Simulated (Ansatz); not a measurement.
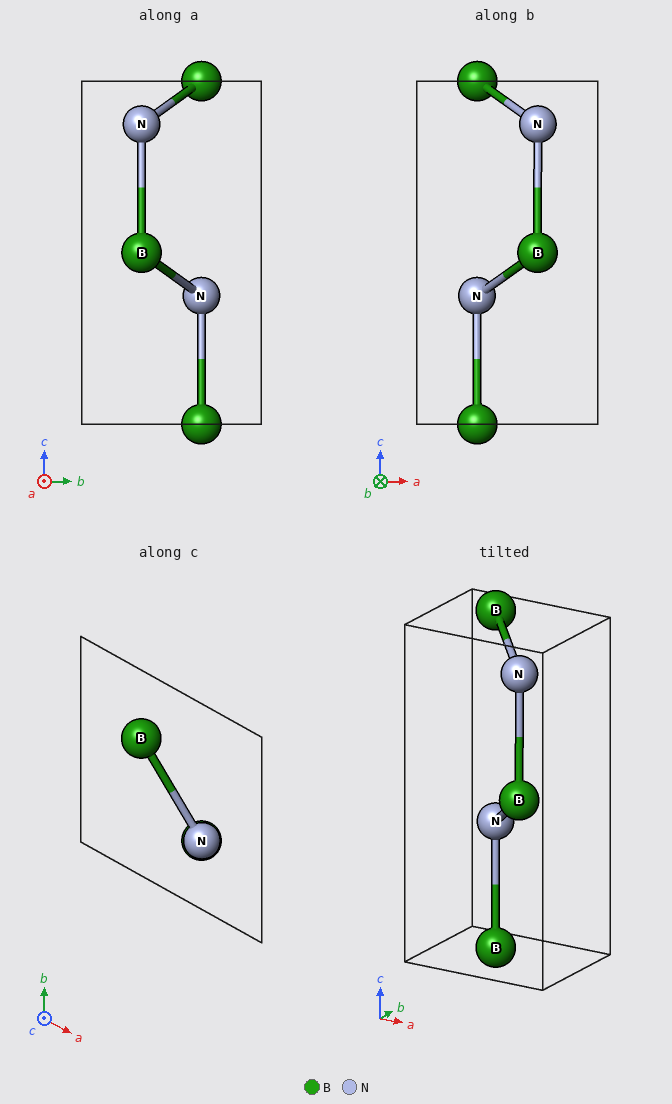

View along the a axis, along the b axis, along the c axis and slightly off an axis, drawn as a ball-and-stick model. Lines trace the edges of the unit cell.

Lattice parameters: a = 2.5441 Å, b = 2.5220 Å, c = 4.2078 Å, α = 90.000°, β = 90.000°, γ = 119.138°.

**Record the structure as a CIF in P1 with every atom of the cell, with free fractional coordinates to two decimals.**

```cif
data_structure
_symmetry_space_group_name_H-M 'P 1'
_symmetry_Int_Tables_number 1
_cell_length_a 2.5441
_cell_length_b 2.5220
_cell_length_c 4.2078
_cell_angle_alpha 90.000
_cell_angle_beta 90.000
_cell_angle_gamma 119.138
_cell_volume 23.58
loop_
_atom_site_label
_atom_site_type_symbol
_atom_site_fract_x
_atom_site_fract_y
_atom_site_fract_z
_atom_site_occupancy
B1 B 0.33 0.67 0.00 1
B2 B 0.67 0.33 0.50 1
N1 N 0.33 0.67 0.37 1
N2 N 0.67 0.33 0.87 1
```

The structure comes from a structure type filled with these elements by a generator (whether the compound takes this form wasn't checked). The cell was then strained or its atoms displaced on purpose. It was the input of a calculation with Ansatz.

At this level of theory the cell isn't at rest (stretched, at -4 GPa), so its distances can differ from those at equilibrium, the more so the softer the solid.
